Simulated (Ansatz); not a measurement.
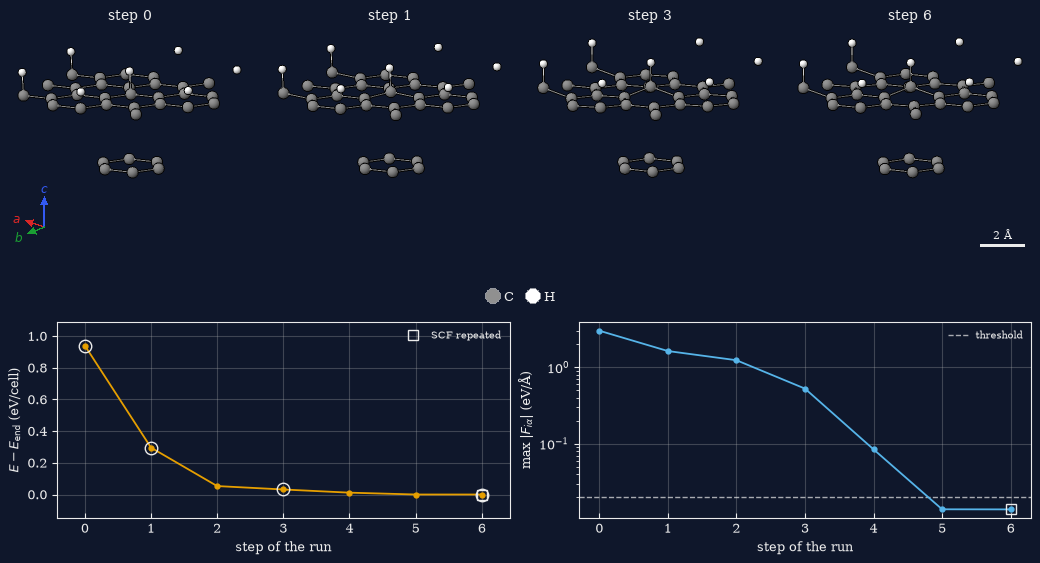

Frames of a constrained relaxation of a slab of composition HC₂₄ (cut from the R-3m phase), marked on the history of the run. The picture is a ball-and-stick view of the atoms within 5.0 Å of the atom that moves most (axes of the 2 × 2 repeat of the cell, outlined in the plane, without the vacuum (origin shifted)), seen from a free direction.

Case: H put near a top C site. The slab is the (0 0 1) face of C with H on it. 8 atoms are held fixed.

The calculation used DFT PBE+D3(BJ), scalar-relativistic, plane waves, PAW (Ansatz 0.2.0). (plane-wave cutoff 420 eV; k-point mesh 6 × 6 × 1; occupations gaussian; smearing width 0.05 eV; collinear spin; dipole correction; atoms relaxed in a fixed cell; force threshold 0.02 eV/Å; at most 70 steps)

Q: What happens along the run?

A: The atom that moves furthest is the H atom (0.41 Å at 9° to the normal (+c side)). By element the largest moves are H 0.41 Å, C 0.36 Å. The cell doesn't change. Near-neighbour distances that change, for instance: C–C 1.423 → 1.486 Å, C–H 1.082 → 1.129 Å, C–C 1.423 → 1.406 Å, C–C 1.423 → 1.434 Å. Bond angles that change, for instance: C–C–H 88.2° → 102.9°, C–C–H 93.7° → 102.9°, C–C–C 120.0° → 115.2°. The energy falls by 0.940 eV per cell of the calculation in 5 accepted moves (6 points after the start). Largest force component: 3 eV/Å at the start, 0.014 eV/Å at the end. 1 step only repeated the SCF at the same geometry. Cost: 6 min on 4 threads of Arm Neoverse V2, with other jobs on the host, peak memory 2 GiB. From step 0 to 1: the H atom moves most (0.15 Å), energy −0.644 eV per cell of the calculation. From step 1 to 3: the H atom moves most (0.27 Å), energy −0.264 eV per cell of the calculation. From step 3 to 6: a C atom moves most (0.06 Å), energy −31.7 meV per cell of the calculation.

| step | E − E(0), meV/atom | largest force component, eV/Å | note |
| --- | --- | --- | --- |
| 0 | 0.00 | 3.0338 |  |
| 1 | -25.77 | 1.6417 |  |
| 2 | -35.48 | 1.2447 |  |
| 3 | -36.34 | 0.5282 |  |
| 4 | -37.14 | 0.0845 |  |
| 5 | -37.61 | 0.0138 |  |
| 6 | -37.61 | 0.0138 | same geometry, SCF repeated |

Limits of the set-up: the periodic images lie only 4.9 Å apart, so the values are limited by the cell's size.
